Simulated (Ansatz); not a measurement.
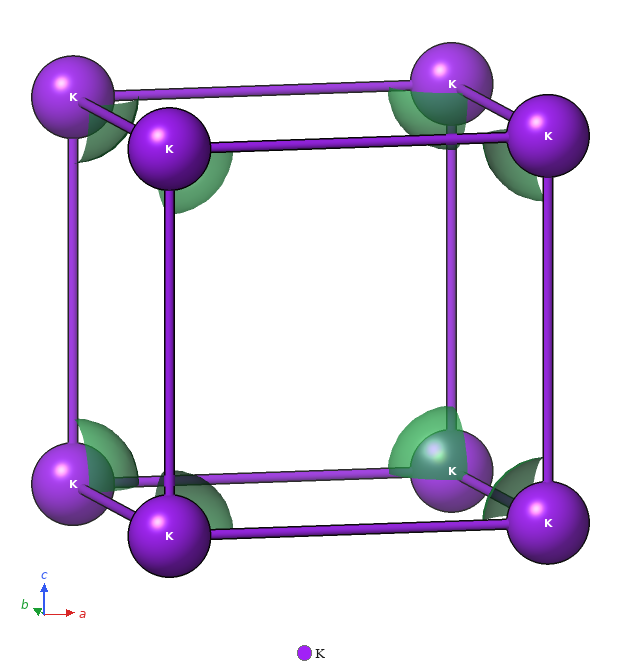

*K. Density of the Kohn–Sham states from −15.81 to −15.65 eV about the Fermi level (a separate group of bands (semicore or deep states)), scaled to one electron a cell: green surface at 0.2 1/Å³, in the conventional cell seen slightly off an axis.*

Space group Pm-3m. This isn't the usual form at ambient conditions. The cell comes from a database of computed structures, not from a measurement.

Method: Ansatz, DFT LDA, scalar-relativistic, plane waves, PAW.

In a PAW calculation such maps are meaningful between the atoms, not at the nuclei.

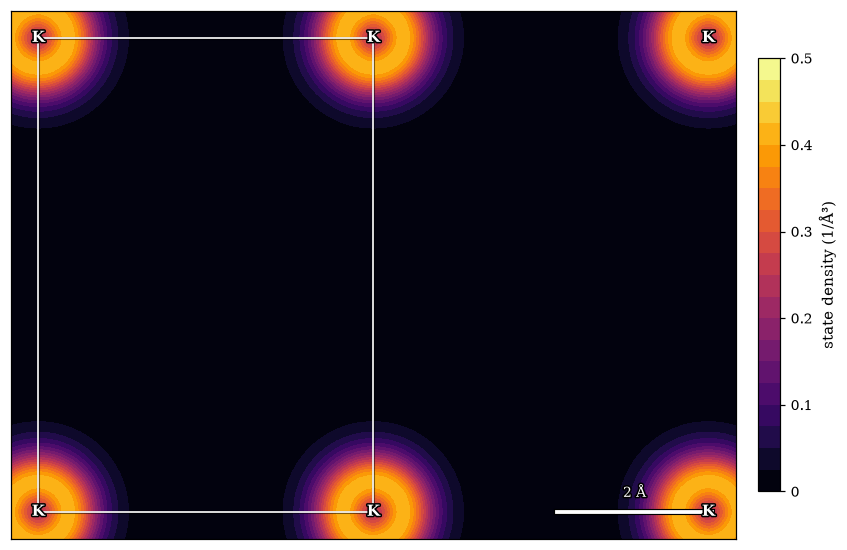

Also shown: a map on the (011) plane of the conventional cell.

> Describe these states.

Löwdin projections on the PAW files' atomic orbitals give K 3p (over 95 %). The group holds 6 electrons when full, in the cell of the calculation (1 atoms). Little of the density lies between the atoms' surroundings.

The run took 0.91 s on 1 thread of Intel(R) Xeon(R) 6975P-C (Granite Rapids), with other jobs on the host, peak memory 0.33 GiB.
